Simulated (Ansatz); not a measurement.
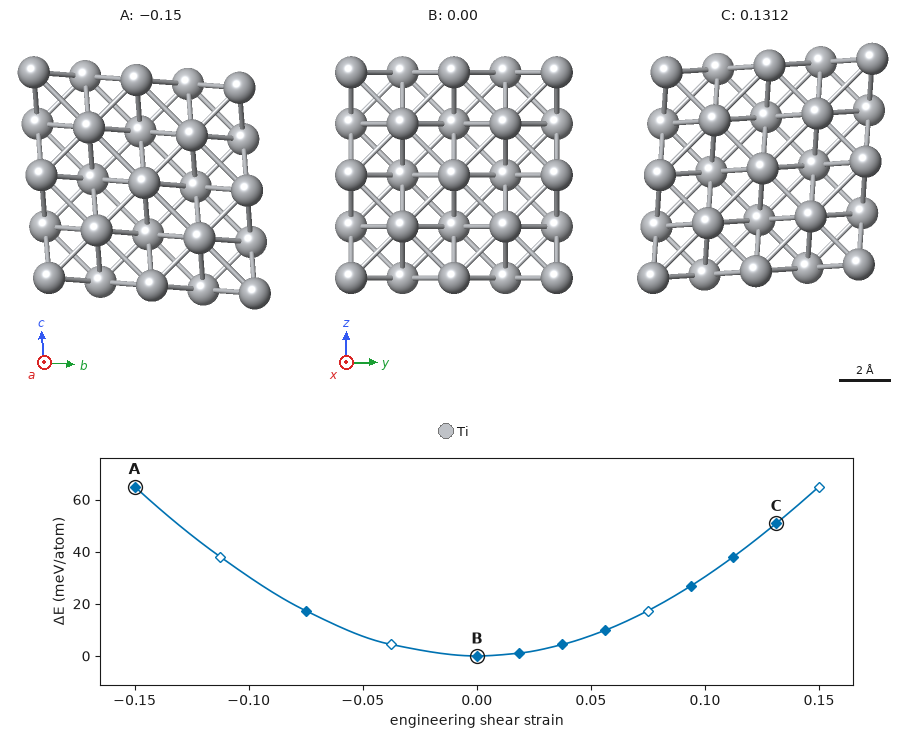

Energy scan for solid Ti (Fm-3m), in which the cell is strained in shear in the yz plane, with the atoms kept at their fractional coordinates. x, y and z are the Cartesian axes of the input. The lettered frames are marked on the plot. Hollow markers are points alike by symmetry, not computed again. The picture is a ball-and-stick view of the conventional cell (4 times the calculation's cell), repeated 2 × 2 × 2 with one cell outlined, seen along the a axis. Lengths and directions refer to the drawn axes.

Computed with DFT PBEsol, scalar-relativistic, plane waves, PAW (Ansatz). Settings: plane-wave cutoff 420 eV; k-point mesh 20 × 20 × 20; occupations gaussian; smearing width 0.15 eV; no spin polarisation. Energies (free energies at the smearing named) are counted from the cell as listed in its source, which wasn't relaxed.

Describe the profile.

Answer. Of the computed points the lowest is at the strain 0.00, 0.0 meV/atom. At the ends of the scan the energy is 65.0 meV/atom (−0.15) and 65.0 meV/atom (0.15). The distortion takes the space group from Fm-3m to Immm. At the strain −0.15 the cell of the drawing goes b 4.060 → 4.071 Å, c 4.060 → 4.071 Å, α 90.0° → 98.6°.

The computed points:

```tsv
engineering shear strain	ΔE (meV/atom)
−0.1500	65.0
−0.1125	38.1
−0.0750	17.4
−0.0375	4.4
0.0000	0.0
0.0187	1.1
0.0375	4.4
0.0562	9.8
0.0750	17.4
0.0937	26.8
0.1125	38.1
0.1312	50.8
0.1500	65.0
```

Points that are alike by symmetry were computed once.
